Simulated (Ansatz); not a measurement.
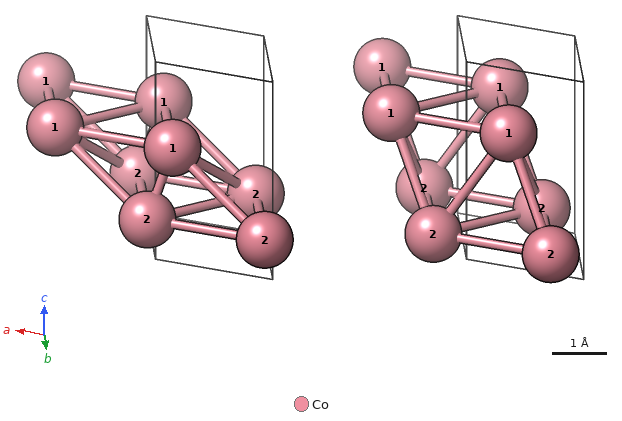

Two geometries of a crystal of Co (set up in P-1), drawn at one scale. One is the start of a relaxation, the other its converged end. Style: ball-and-stick. Shown: the cell of the calculation, reduced to other axes, repeated 2 × 2 × 1 with one cell outlined, from a free direction. Lengths and directions refer to the drawn axes.

Method: DFT PBEsol, scalar-relativistic, plane waves, PAW (Ansatz). Set-up: plane-wave cutoff 420 eV; k-point mesh 18 × 18 × 8; occupations gaussian; smearing width 0.15 eV; collinear spin; cell and atoms relaxed; force threshold 0.01 eV/Å; at most 80 steps.

Q: Which one is relaxed?

A: The right one is the relaxed one. Case: all atoms moved at random, sigma 0.4 Å for each component; relaxed back. The largest moves relative to the cell, 0.56 Å, are those of Co1 and Co2. Co1 goes along [−3 −1 1]. The drawn cell changes at constant volume: a = b unchanged at 2.456 Å, c 3.969 → 3.971 Å (0.0 %). Near-neighbour distances that change, for instance: Co1–Co2 1.468 → 2.440 Å, Co1–Co2 (another image) 3.355 → 2.440 Å, Co1–Co2 (another image) 3.258 → 2.440 Å, Co1–Co2 (another image) 2.638 → 2.440 Å. New bonds form, among them: Co1–Co2 (3.26 → 2.44 Å), Co1–Co2 (3.36 → 2.44 Å). The space group (tolerance 0.01 Å) goes from P-1 (No. 2) to P6_3/mmc (No. 194). The energy falls by 4199 meV per atom in 9 accepted moves (11 points after the start). Largest force component: 35 eV/Å at the start, under 0.0001 eV/Å at the end. The pressure goes from 152.07 to −0.03 GPa. The SCF was repeated twice at an unchanged geometry on a basis and grid sized afresh for the cell, which shifted the energy by 0.2 meV per atom at most.
